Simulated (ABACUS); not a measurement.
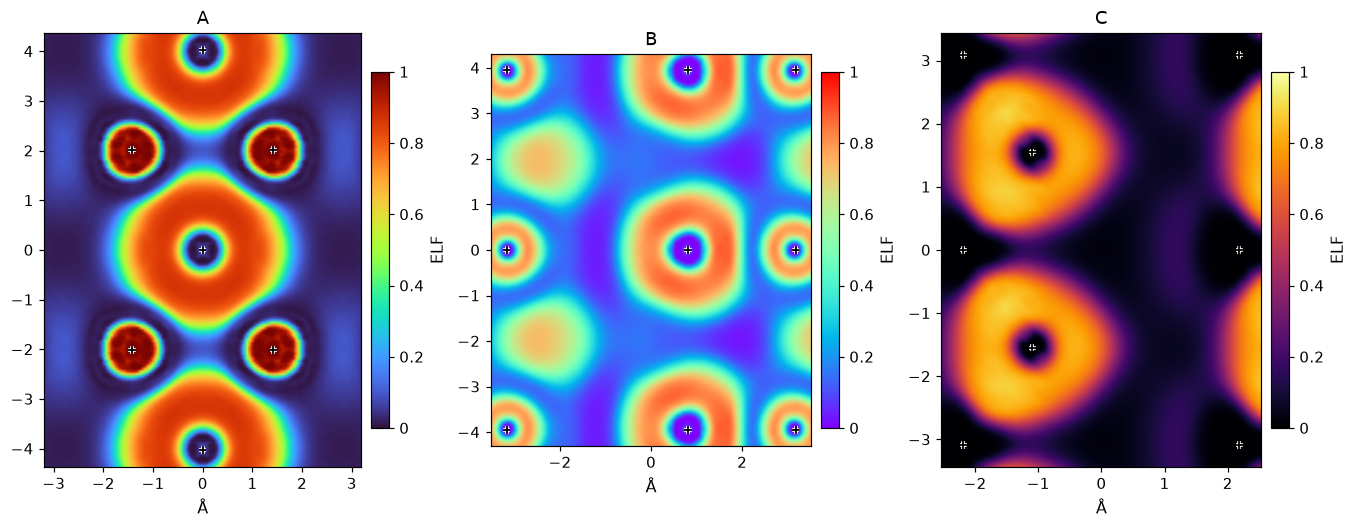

The electron localisation function of 3 systems, each on a plane through atoms (crosses mark nuclei in the plane).

Level of theory: Kohn-Sham DFT of a periodic cell, PBEsol, PseudoDojo NC SR 0.4.1 PBEsol standard in ABACUS.

System 1: AlN, the (011) plane of the conventional cell. Space group F-43m; a structure from a database of computed crystals, not necessarily the ambient phase.

System 2: MnS, the (11̄0) plane of the conventional cell. Space group P6₃mc; a structure from a database of computed crystals, not necessarily the ambient phase; spin-polarised.

```cif
data_structure
_symmetry_space_group_name_H-M 'P 1'
_symmetry_Int_Tables_number 1
_cell_length_a 3.9536
_cell_length_b 3.9536
_cell_length_c 6.3425
_cell_angle_alpha 90.000
_cell_angle_beta 90.000
_cell_angle_gamma 120.000
_cell_volume 85.86
loop_
_atom_site_label
_atom_site_type_symbol
_atom_site_fract_x
_atom_site_fract_y
_atom_site_fract_z
_atom_site_occupancy
Mn1 Mn 0.66667 0.33333 0.49884 1
Mn2 Mn 0.33333 0.66667 0.99884 1
S1 S 0.33333 0.66667 0.62615 1
S2 S 0.66667 0.33333 0.12615 1
```

System 3: Li2S, the (101) plane of the conventional cell. Space group Fm-3m.

```xyz
12
Lattice="5.6890 0.0000 0.0000 0.0000 5.6890 0.0000 0.0000 0.0000 5.6890" Properties=species:S:1:pos:R:3 pbc="T T T"
S     0.0000    0.0000    0.0000
S     2.8445    2.8445    0.0000
S     2.8445    0.0000    2.8445
S     0.0000    2.8445    2.8445
Li    4.2668    1.4223    1.4223
Li    1.4223    4.2668    1.4223
Li    1.4223    1.4223    4.2668
Li    4.2668    4.2668    4.2668
Li    1.4223    1.4223    1.4223
Li    4.2668    4.2668    1.4223
Li    4.2668    1.4223    4.2668
Li    1.4223    4.2668    4.2668
```

Match each panel to its system.

Panel A is system 3, Li2S: the plane holds S and Li. Li–S (2.46 Å): the ELF peaks at about 0.85 in the valence shell of S, 0.9 Å from its nucleus, and falls to about 0 next to Li: an ionic contact with no shared pair. Panel B is system 2, MnS: the plane holds Mn and S. Mn–S (2.36 Å): the ELF peaks at about 0.90 in the valence shell of S, 0.7 Å from its nucleus, and is about 0.50 at the midpoint. Panel C is system 1, AlN: the plane holds Al and N. Al–N (1.89 Å): the ELF peaks at about 0.90 in the valence shell of N, 0.7 Å from its nucleus, and is about 0.85 at the midpoint.
